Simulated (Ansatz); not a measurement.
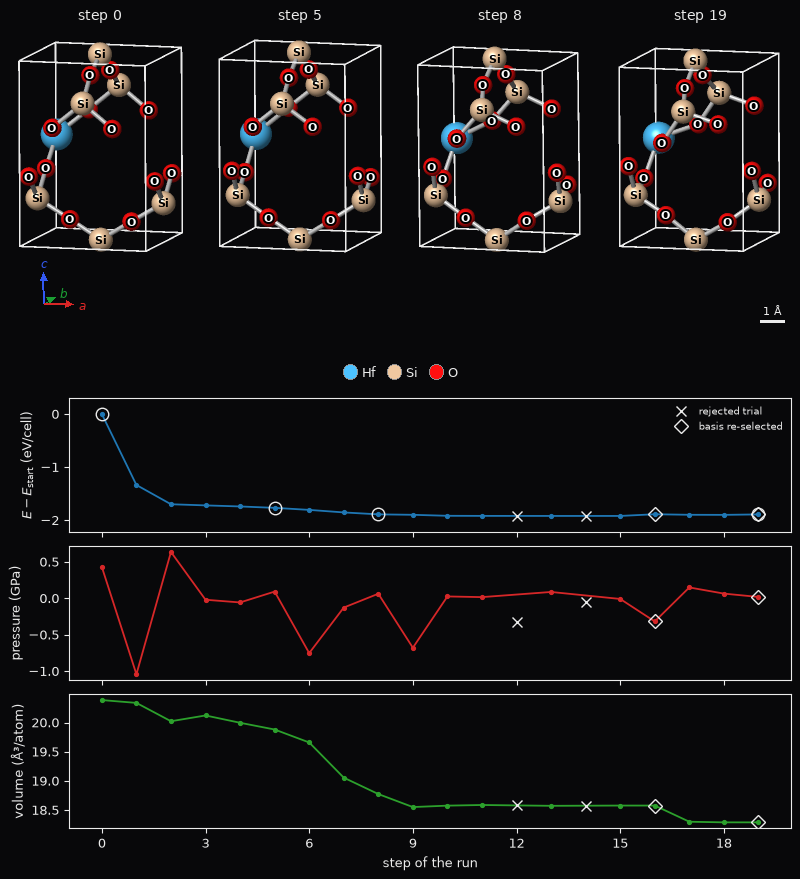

Frames of a relaxation of a crystal of HfSi$_{3}$O$_{8}$ (a generated structure, set up in P1) (coarse preliminary run), marked on the history of the run. Style: ball-and-stick. Shown: the cell of the calculation, slightly off an axis.

Computed with Ansatz 0.2.0, DFT PBE, scalar-relativistic, plane waves, PAW. Settings: plane-wave cutoff 420 eV; k-point mesh 4 × 4 × 2; occupations gaussian; smearing width 0.1 eV; no spin polarisation; cell and atoms relaxed; force threshold 0.025 eV/Å; at most 60 steps.

Describe the path.

Answer. Over 15 accepted moves (19 points after the start) the energy falls by 1.891 eV per cell of the calculation. Largest force component: 5.7 eV/Å at the start, 0.006 eV/Å at the end. The pressure goes from 0.43 to 0.02 GPa. The line search rejected the trial steps at points 12, 14 of the run. At 2 points the geometry stayed and the basis and grid were re-selected for the new cell (energy shift of 32.0 meV per cell of the calculation at most each time). An O atom moves most relative to the cell: 0.67 Å along [3 −1 −2]. Largest moves by element: O 0.67 Å, Si 0.25 Å, Hf 0.20 Å. The drawn cell changes as follows: a 5.500 → 5.369 Å (−2.4 %), b 5.643 → 5.375 Å (−4.7 %), c 7.884 → 7.606 Å (−3.5 %), α 91.0° → 90.0°, β 89.9° → 90.0°, γ 90.2° → 89.0°; the volume changes by −10.3 %. Among the contacts that change: Hf–O 1.782 → 1.941 Å, O–Si 1.752 → 1.631 Å, Hf–O 2.041 → 1.942 Å, O–Si 1.713 → 1.624 Å. Bond angles that change, for instance: Hf–O–Si 177.3° → 140.8°, Hf–O–Si 176.4° → 141.1°, Hf–O–Si 177.6° → 143.5°. The space group stays P1 (No. 1). From step 0 to 5: an O atom moves most (0.33 Å), volume −2.5 %, energy −1.767 eV per cell of the calculation. From step 5 to 8: an O atom moves most (0.44 Å), volume −5.6 %, energy −0.123 eV per cell of the calculation. From step 8 to 19: an O atom moves most (0.26 Å), volume −2.6 %, energy −0.9 meV per cell of the calculation.

| step | E − E(0), meV/atom | largest force component, eV/Å | pressure, GPa | volume, Å³/atom | note |
| --- | --- | --- | --- | --- | --- |
| 0 | 0.00 | 5.7202 | 0.43 | 20.385 |  |
| 1 | -111.36 | 2.3609 | -1.04 | 20.337 |  |
| 2 | -141.62 | 0.6292 | 0.64 | 20.023 |  |
| 3 | -143.41 | 0.2699 | -0.02 | 20.121 |  |
| 4 | -145.09 | 0.3185 | -0.06 | 19.996 |  |
| 5 | -147.27 | 0.1621 | 0.09 | 19.881 |  |
| 6 | -150.47 | 0.2764 | -0.75 | 19.659 |  |
| 7 | -154.45 | 0.2405 | -0.13 | 19.055 |  |
| 8 | -157.49 | 0.1615 | 0.06 | 18.774 |  |
| 9 | -158.19 | 0.3697 | -0.68 | 18.551 |  |
| 10 | -159.75 | 0.0307 | 0.03 | 18.575 |  |
| 11 | -159.90 | 0.0145 | 0.02 | 18.587 |  |
| 12 | -159.86 | 0.0671 | -0.33 | 18.590 | rejected |
| 13 | -159.97 | 0.0354 | 0.09 | 18.572 |  |
| 14 | -159.98 | 0.0274 | -0.06 | 18.570 | rejected |
| 15 | -159.97 | 0.0113 | -0.01 | 18.577 |  |
| 16 | -157.30 | 0.0113 | -0.32 | 18.577 | same geometry, new basis |
| 17 | -158.17 | 0.0753 | 0.15 | 18.299 |  |
| 18 | -158.30 | 0.0063 | 0.06 | 18.289 |  |
| 19 | -157.56 | 0.0060 | 0.02 | 18.289 | same geometry, new basis |
